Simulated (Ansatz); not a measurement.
**Al: geometry relaxation**

- system: Al (Fm-3m, 1 atom in the cell)
- method: DFT, LDA, PAW with Ansatz's default frozen-core files, scalar-relativistic, no spin polarisation (Ansatz 0.2.0)

The structure was built on a prototype by a generator; it need not be a known phase. It belongs to a series of runs on one base structure; here: bulk cell relaxed. Figures and captions count atoms from 1; the log counts them from 0 in places.

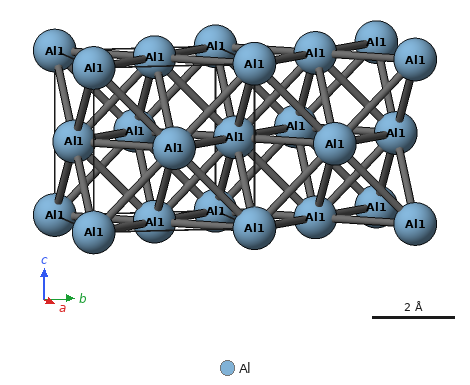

Fig. 1: The structure as given in the input (ball-and-stick view of the cell 4 times as large as that of the calculation, set on its symmetry axes, repeated 1 × 2 × 1, seen slightly off an axis; atoms are numbered from 1 in the order of the input). An atom can appear more than once, as a periodic image. Near neighbours in the periodic cell (some may lie outside the picture): Al has 12 Al at 2.86 Å.

**Input**
```yaml
crystal:
  lattice:
    - [0.0, 2.0251003354, 2.0251003354]
    - [2.0251003354, 0.0, 2.0251003354]
    - [2.0251003354, 2.0251003354, 0.0]
  atoms:
    - { symbol: Al, position: [0.0, 0.0, 0.0] }
kpoints:
  mp_grid: { grid: [18, 18, 18] }
scf:
  occupations: { method: fermi_dirac, width: 0.08 }
hamiltonian:
  xc: lda
  pseudopotentials: { kind: paw }
output:
  forces: true
  stress: true
relax:
  f_tol: 0.005
  max_steps: 40
  cell: {}
```

Launch command:
```bash
ansatz run input.yaml --threads 2 --pin off --max-ram 4096MiB --backend cpu --events-out ev --progress --plain --runs-dir out
```

**The program's output**
```
Engine: ansatz 0.2.0, aarch64-unknown-linux-gnu
Pseudopotentials: kind: paw
Pseudopotential: Al, paw, valence charge 3, recommended cutoff 420 eV (normal), Al.paw.azcp
Functional definition: SPW92
  exchange = slater_x
  correlation = pw_c
Crystal: 1 atoms, lattice volume = 16.610 Å³
Basis set: ecut = 420 eV, 331 PW (Γ)
Bands: 6, of which v1, the nominal top of the filled ones, is band 2 counted from 1 (1 counted from 0)
Symmetry: 48 space group operations
Space group: Fm-3m (ITA 225), of the structure as read, at distance tolerance 2.6e-5 Å
k-points: 195 of 5832
Non-local potential: Al, projectors of the file, l = 0: 2, l = 1: 2, l = 2: 1
PAW form: soft (Blöchl's): semilocal exchange-correlation on the pseudo side does not see the compensation charge
PAW frozen core: Al, regenerated for the run's functional, and the local potential with it (the file was generated under x = pbe(κ = 0.804, μ = 0.2195149727645171), c = pbe(β = 0.06672455060314922))
PAW one-centre angular grid: Al, 110 points (default); XC on 64 Gauss nodes
Initial density: superposition of atomic densities (neutral atoms: chi_scale 0, normalization atom), corrected by the library's trained network
Initial wavefunctions: pseudopotential atomic-orbital guess
Functional: x = slater, c = lda
SCF iter   1: F=—  HF=-512.871137 eV  |F-HF|=—  |Δ(HF+E_count)|=         —  Δρ=3.30e-3  dr2=1.75e-3  ethr=1.77e-3  ⟨swp⟩=4.8  Hψ=10383  notcnv=0
preconditioner: auto → none  [metal: Δε(μ)=0.033 eV  Ē_g=13.053 eV  σ=0.080 eV  W_gap=0.10  n_scr=0 (ndim 8)  ℏωp=15.8 eV  f_vac=0.000  D(μ)=0.46/eV (n_scr^D=0)]
SCF iter   2: F=—  HF=-512.870549 eV  |F-HF|=—  |Δ(HF+E_count)|=   5.88e-4  Δρ=1.49e-3  dr2=3.42e-4  ethr=5.82e-5  ⟨swp⟩=1.0  Hψ=2731  notcnv=0  defer=1
SCF iter   3: F=—  HF=-512.870415 eV  |F-HF|=—  |Δ(HF+E_count)|=   1.34e-4  Δρ=4.36e-5  dr2=1.48e-7  ethr=1.14e-5  ⟨swp⟩=1.9  Hψ=1343  notcnv=0  defer=1
SCF iter   4: F=—  HF=-512.870416 eV  |F-HF|=—  |Δ(HF+E_count)|=   2.63e-7  Δρ=4.68e-6  dr2=2.49e-9  ethr=4.95e-9  ⟨swp⟩=1.2  Hψ=1179  notcnv=0  defer=1
iter 5 did not close the SCF: its close was put off for the readings that it lacked (scf_convergence_deferred on its scf_iter line)
SCF iter   5: F=-512.870416 eV  HF=-512.870416 eV  |F-HF|=1.14e-13  |Δ(HF+E_count)|=  8.03e-11  Δρ=1.76e-7  dr2=2.60e-12  ethr=8.31e-11  ⟨swp⟩=2.0  Hψ=1411  notcnv=0  defer=1
SCF iter   6: F=-512.870416 eV  HF=-512.870416 eV  |F-HF|=1.14e-13  |Δ(HF+E_count)|=  4.55e-13  Δρ=2.66e-8  dr2=8.47e-14  ethr=1.00e-12  ⟨swp⟩=1.0  Hψ=2807  notcnv=0
SCF 1 converged in 6 iterations: F = -512.870416 eV  dr2 = 8.47e-14
  greatest PAW one-centre occupation: 0.458 electrons in one spin orbital (limit 2), on the Al atom at site 0 (counted from 0), in its partial waves of l = 0
relax step   1: F+E_penalty+E_count = -512.87041564 eV  Δ(F+E_penalty+E_count) = +0.000e0 eV  max|allowed force component| = 0.000e0 eV/Å  Δτ_max = 0.0000 Å  P = -3.708 GPa  Ω = 16.610 Å³  (6 SCF iters, dr2 threshold 1.00e-7 eV, accepted)
Crystal: 1 atoms, lattice volume = 15.712 Å³
Initial density: handed on by an earlier stage of this run
Initial wavefunctions: those handed on with the density
iter 1 solved again at ethr=1.20e-5 eV; its pass at ethr=3.10e-3 eV (dr2=3.60e-4 eV) is discarded
SCF iter   1: F=—  HF=-512.880826 eV  |F-HF|=—  |Δ(HF+E_count)|=         —  Δρ=1.57e-3  dr2=3.71e-4  ethr=1.20e-5  ⟨swp⟩=1.3  Hψ=11919  notcnv=0
preconditioner: auto → none  [metal: Δε(μ)=0.026 eV  Ē_g=13.534 eV  σ=0.080 eV  W_gap=0.08  n_scr=0 (ndim 8)  ℏωp=16.2 eV  f_vac=0.000  D(μ)=0.47/eV (n_scr^D=0)]
SCF iter   2: F=—  HF=-512.880452 eV  |F-HF|=—  |Δ(HF+E_count)|=   3.75e-4  Δρ=7.63e-4  dr2=8.66e-5  ethr=1.20e-5  ⟨swp⟩=1.0  Hψ=1170  notcnv=0
SCF iter   3: F=—  HF=-512.880334 eV  |F-HF|=—  |Δ(HF+E_count)|=   1.18e-4  Δρ=9.65e-6  dr2=1.03e-8  ethr=3.33e-9  ⟨swp⟩=3.2  Hψ=3573  notcnv=0
SCF iter   4: F=-512.880334 eV  HF=-512.880334 eV  |F-HF|=9.83e-11  |Δ(HF+E_count)|=   2.62e-9  Δρ=9.91e-7  dr2=7.44e-11  ethr=3.42e-10  ⟨swp⟩=1.8  Hψ=3226  notcnv=0
SCF 2 converged in 4 iterations: F = -512.880334 eV  dr2 = 7.44e-11
  greatest PAW one-centre occupation: 0.457 electrons in one spin orbital (limit 2), on the Al atom at site 0 (counted from 0), in its partial waves of l = 0
relax step   2: F+E_penalty+E_count = -512.88033405 eV  Δ(F+E_penalty+E_count) = -9.918e-3 eV  max|allowed force component| = 0.000e0 eV/Å  Δτ_max = 0.0000 Å  P = +0.533 GPa  Ω = 15.712 Å³  energy of the carried Pulay correction = +4.121e-4 eV  (4 SCF iters, dr2 threshold 1.00e-7 eV, accepted)
Crystal: 1 atoms, lattice volume = 15.819 Å³
iter 1 solved again at ethr=1.85e-7 eV; its pass at ethr=3.10e-3 eV (dr2=5.55e-6 eV) is discarded
SCF iter   1: F=—  HF=-512.880454 eV  |F-HF|=—  |Δ(HF+E_count)|=         —  Δρ=2.00e-4  dr2=6.10e-6  ethr=1.85e-7  ⟨swp⟩=2.6  Hψ=11282  notcnv=0
preconditioner: auto → none  [metal: Δε(μ)=0.024 eV  Ē_g=13.474 eV  σ=0.080 eV  W_gap=0.08  n_scr=0 (ndim 8)  ℏωp=16.2 eV  f_vac=0.000  D(μ)=0.47/eV (n_scr^D=0)]
SCF iter   2: F=—  HF=-512.880447 eV  |F-HF|=—  |Δ(HF+E_count)|=   6.08e-6  Δρ=9.70e-5  dr2=1.42e-6  ethr=1.85e-7  ⟨swp⟩=1.0  Hψ=1170  notcnv=0
SCF iter   3: F=-512.880446 eV  HF=-512.880446 eV  |F-HF|=3.60e-11  |Δ(HF+E_count)|=   1.92e-6  Δρ=1.12e-6  dr2=1.35e-10  ethr=3.33e-9  ⟨swp⟩=2.7  Hψ=3425  notcnv=0
SCF 3 converged in 3 iterations: F = -512.880446 eV  dr2 = 1.35e-10
relax step   3: F+E_penalty+E_count = -512.88044551 eV  Δ(F+E_penalty+E_count) = -1.115e-4 eV  max|allowed force component| = 0.000e0 eV/Å  Δτ_max = 0.0000 Å  P = -0.046 GPa  Ω = 15.819 Å³  energy of the carried Pulay correction = +3.616e-4 eV  (3 SCF iters, dr2 threshold 1.00e-7 eV, accepted)
Initial wavefunctions: pseudopotential atomic-orbital guess (no wavefunctions were taken with the density)
iter 1 solved again at ethr=2.56e-9 eV; its pass at ethr=3.10e-3 eV (dr2=7.68e-8 eV) is discarded
SCF iter   1: F=—  HF=-512.880173 eV  |F-HF|=—  |Δ(HF+E_count)|=         —  Δρ=3.45e-5  dr2=1.74e-8  ethr=2.56e-9  ⟨swp⟩=3.3  Hψ=14054  notcnv=0
SCF iter   2: F=—  HF=-512.880173 eV  |F-HF|=—  |Δ(HF+E_count)|=   7.38e-8  Δρ=1.73e-5  dr2=4.26e-9  ethr=5.81e-10  ⟨swp⟩=1.0  Hψ=1171  notcnv=0
SCF iter   3: F=-512.880173 eV  HF=-512.880173 eV  |F-HF|=1.16e-11  |Δ(HF+E_count)|=   2.57e-8  Δρ=4.34e-7  dr2=7.92e-12  ethr=1.00e-12  ⟨swp⟩=3.5  Hψ=3955  notcnv=0
SCF 4 converged in 3 iterations: F = -512.880173 eV  dr2 = 7.92e-12
relax step   4: F+E_penalty+E_count = -512.88017291 eV  Δ(F+E_penalty+E_count) = +2.726e-4 eV  max|allowed force component| = 0.000e0 eV/Å  Δτ_max = 0.0000 Å  P = -0.083 GPa  Ω = 15.819 Å³  stress off target by 8.29e-2 GPa  SCF on the basis re-selected at this cell (its energy is not comparable with the rows above)  (3 SCF iters)
basis re-selected at this cell: Δ(F+E_penalty+E_count) = +2.726e-4 eV, ΔP = -0.037 GPa vs the last step (what re-selecting the basis moved, of the pressure what is left beyond the Pulay correction that the steps carried, after the strain that the cell walked since its last selection, with what the two solves' SCF thresholds leave and, on support functions, any second-order correction that the steps lacked; it is no measure of the basis error at this ecutwfc). This SCF's stress stands 8.29e-2 GPa from its target on what of the cell is left free (relax.cell.stress_tol is 5.00e-2 GPa) and its largest allowed force component is 0.00e0 eV/Å (relax.f_tol is 5.00e-3 eV/Å): not within both, so this SCF does not close the relaxation
Crystal: 1 atoms, lattice volume = 15.804 Å³
iter 1 solved again at ethr=3.72e-9 eV; its pass at ethr=3.10e-3 eV (dr2=1.11e-7 eV) is discarded
SCF iter   1: F=—  HF=-512.880185 eV  |F-HF|=—  |Δ(HF+E_count)|=         —  Δρ=2.84e-5  dr2=1.22e-7  ethr=3.72e-9  ⟨swp⟩=2.6  Hψ=11294  notcnv=0
preconditioner: auto → none  [metal: Δε(μ)=0.024 eV  Ē_g=13.483 eV  σ=0.080 eV  W_gap=0.08  n_scr=0 (ndim 8)  ℏωp=16.2 eV  f_vac=0.000  D(μ)=0.47/eV (n_scr^D=0)]
SCF iter   2: F=—  HF=-512.880184 eV  |F-HF|=—  |Δ(HF+E_count)|=   1.24e-7  Δρ=1.38e-5  dr2=2.85e-8  ethr=3.72e-9  ⟨swp⟩=1.0  Hψ=1170  notcnv=0
SCF iter   3: F=-512.880184 eV  HF=-512.880184 eV  |F-HF|=7.96e-13  |Δ(HF+E_count)|=   3.91e-8  Δρ=1.59e-7  dr2=2.66e-12  ethr=5.73e-10  ⟨swp⟩=3.0  Hψ=2352  notcnv=0
SCF 5 converged in 3 iterations: F = -512.880184 eV  dr2 = 2.66e-12
relax step   5: F+E_penalty+E_count = -512.88018443 eV  Δ(F+E_penalty+E_count) = -1.151e-5 eV  max|allowed force component| = 0.000e0 eV/Å  Δτ_max = 0.0000 Å  P = -0.001 GPa  Ω = 15.804 Å³  energy of the carried Pulay correction = +7.461e-6 eV  (3 SCF iters, dr2 threshold 1.72e-8 eV, accepted)
iter 1 solved again at ethr=2.19e-9 eV; its pass at ethr=3.10e-3 eV (dr2=6.58e-8 eV) is discarded
SCF iter   1: F=—  HF=-512.880173 eV  |F-HF|=—  |Δ(HF+E_count)|=         —  Δρ=1.15e-6  dr2=1.90e-11  ethr=2.19e-9  ⟨swp⟩=3.3  Hψ=14063  notcnv=0
SCF iter   2: F=-512.880173 eV  HF=-512.880173 eV  |F-HF|=2.93e-11  |Δ(HF+E_count)|=  7.55e-11  Δρ=5.81e-7  dr2=4.92e-12  ethr=1.00e-12  ⟨swp⟩=3.0  Hψ=3630  notcnv=0
SCF 6 converged in 2 iterations: F = -512.880173 eV  dr2 = 4.92e-12
relax step   6: F+E_penalty+E_count = -512.88017306 eV  Δ(F+E_penalty+E_count) = +1.137e-5 eV  max|allowed force component| = 0.000e0 eV/Å  Δτ_max = 0.0000 Å  P = -0.002 GPa  Ω = 15.804 Å³  stress off target by 2.08e-3 GPa  SCF on the basis re-selected at this cell (its energy is not comparable with the rows above)  (2 SCF iters)
```

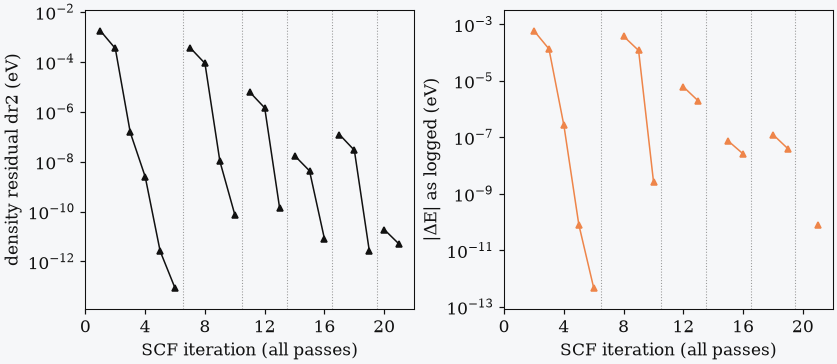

Fig. 2: Convergence of the self-consistent field: density residual dr2 and size of the energy change against the SCF iteration. The dotted lines part the SCF passes of the relaxation: geometry steps, rejected trials and re-solves on a re-selected basis. The 6 passes take 2 to 6 iterations each, 21 in all.

```
basis re-selected at this cell: Δ(F+E_penalty+E_count) = +1.137e-5 eV, ΔP = -0.001 GPa vs the last step (what re-selecting the basis moved, of the pressure what is left beyond the Pulay correction that the steps carried, after the strain that the cell walked since its last selection, with what the two solves' SCF thresholds leave and, on support functions, any second-order correction that the steps lacked; it is no measure of the basis error at this ecutwfc). This SCF's stress stands 2.08e-3 GPa from its target on what of the cell is left free (relax.cell.stress_tol is 5.00e-2 GPa) and its largest allowed force component is 0.00e0 eV/Å (relax.f_tol is 5.00e-3 eV/Å): within both
SCF converged after 2 iterations
Free energy (F): -512.880173 eV
Harris-Foulkes:  -512.880173 eV  (|F-HF|=2.93e-11)
Internal energy: -512.870694 eV  (E = F + TS)
E sigma→0 (E₀):  -512.875433 eV
Entropy (-TS):   -0.009479 eV (-9.479 meV/atom)
Fermi energy:    8.177954 eV
--- Per-component energies (eV) ---
  E_band       = 11.001048
  E_kinetic    = 23.509269
  E_local      = 9.944254  (includes V_loc(G=0)·N_el)
  E_nonlocal   = 11.027113
  E_hartree    = 0.108047
  E_xc         = -39.619284
  E_vxc        = -29.655404  (∫ρ·V_xc dr)
  E_paw        = -443.317049  (= ΣΔE_a)
  E_vpaw       = -4.040275  (= ΣTr[D̂ρ^β])
  E_aug_tail   = -0.000004  (compensation charges beyond the density's cutoff)
  E_ewald      = -74.578756
  E_core_change = 0.055717  (= ΣΔE_core)
  E_smearing   = -0.009479  (= −TS)
  E_closure    = 0.000000  (closes the sum)
  Σ components = -512.880173   (vs F -512.880173, Δ=0.00e0)
--- Forces (eV/Å), atoms counted from 1 ---
  atom   1  Al     0.00000000     0.00000000    -0.00000000
  max |Σ_I F_I| component: 1.44e-32 eV/Å
--- Stress (GPa, compression-positive) ---
       -0.002076       0.000000       0.000000
        0.000000      -0.002076       0.000000
        0.000000       0.000000      -0.002076
  P = ⅓ Tr σ = -0.0021 GPa (-0.021 kbar)
--- Relaxed structure (4 steps of the walk, 4 accepted, 2 SCFs on fresh bases) ---
  F+E_penalty+E_count = -512.88017306 eV   max|allowed force component| = 0.000e0 eV/Å   (the final SCF, on the basis selected at the relaxed cell)
  cell:  # Å, volume = 15.8040 Å³
    - [1.5286116098686771e-33, 1.991798756941698, 1.991798756941698]
    - [1.991798756941698, 5.732293537007535e-34, 1.991798756941698]
    - [1.991798756941698, 1.991798756941698, -2.6878087473524244e-33]
  atoms:
    - { symbol: Al, position: [0.0, 0.0, 0.0] }
```

**Trajectory as extended XYZ (Å, eV, eV/Å), 6 frames, from step=1 to step=6**
```
1
Lattice="0.0000 2.0251 2.0251 2.0251 0.0000 2.0251 2.0251 2.0251 0.0000" Properties=species:S:1:pos:R:3:forces:R:3 step=1 energy=-512.87042 pressure_GPa=-3.71
Al    0.0000    0.0000    0.0000    0.0000   0.0000   0.0000
1
Lattice="0.0000 1.9879 1.9879 1.9879 0.0000 1.9879 1.9879 1.9879 0.0000" Properties=species:S:1:pos:R:3:forces:R:3 step=2 energy=-512.88033 pressure_GPa=0.53
Al    0.0000    0.0000    0.0000    0.0000   0.0000   0.0000
1
Lattice="0.0000 1.9924 1.9924 1.9924 0.0000 1.9924 1.9924 1.9924 0.0000" Properties=species:S:1:pos:R:3:forces:R:3 step=3 energy=-512.88045 pressure_GPa=-0.05
Al    0.0000    0.0000    0.0000    0.0000   0.0000   0.0000
1
Lattice="0.0000 1.9924 1.9924 1.9924 0.0000 1.9924 1.9924 1.9924 0.0000" Properties=species:S:1:pos:R:3:forces:R:3 step=4 energy=-512.88017 pressure_GPa=-0.08
Al    0.0000    0.0000    0.0000    0.0000   0.0000   0.0000
1
Lattice="0.0000 1.9918 1.9918 1.9918 0.0000 1.9918 1.9918 1.9918 0.0000" Properties=species:S:1:pos:R:3:forces:R:3 step=5 energy=-512.88018 pressure_GPa=-0.00
Al    0.0000    0.0000    0.0000    0.0000   0.0000   0.0000
1
Lattice="0.0000 1.9918 1.9918 1.9918 0.0000 1.9918 1.9918 1.9918 0.0000" Properties=species:S:1:pos:R:3:forces:R:3 step=6 energy=-512.88017 pressure_GPa=-0.00
Al    0.0000    0.0000    0.0000    0.0000   0.0000   0.0000
```

**Summary**

- outcome: converged
- space group (tolerance 0.01 Å): Fm-3m (225)
- electrons treated: 3
- free energy: −512.8802 eV
- Fermi energy: 8.178 eV
- pressure: 0.00 GPa
- final volume: 15.80 Å³
- largest force (length of the vector) at the end: under 0.001 eV/Å
- final cell: a = 2.817 Å, b = 2.817 Å, c = 2.817 Å, α = 60.00°, β = 60.00°, γ = 60.00°
- hardware: 2 threads of Arm Neoverse V1, 24 GiB of memory available, shared host
- wall time: 3.4 s (CPU time 6.4 s)
- peak memory: 0.28 GiB
